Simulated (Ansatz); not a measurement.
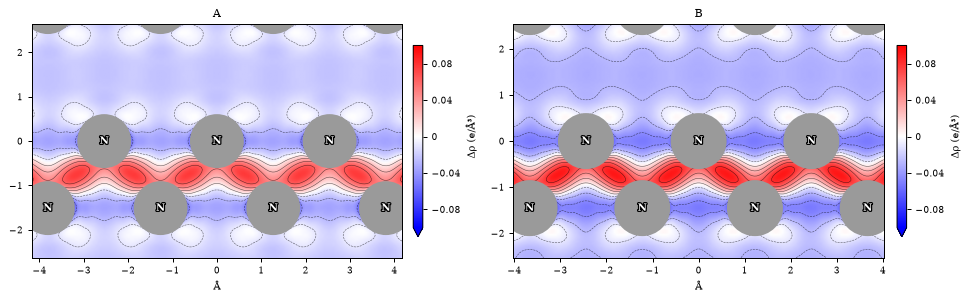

N: deformation density on the (110) plane of the conventional cell at two volumes, with the same fractional coordinates and one colour scale. Grey discs cover the cores.

Space group P6_3/mmc. The cell comes from a database of computed structures, not from a measurement.

Computed with DFT PBE, scalar-relativistic, plane waves, PAW (Ansatz).

### Which panel is the larger cell, by how much, and what changes?

A is the larger cell: A has 112 % of the volume of B. The pressure is 10 GPa in B and −11 GPa in A. The rearranged charge is 0.09 e an atom in B and 0.08 e in A.
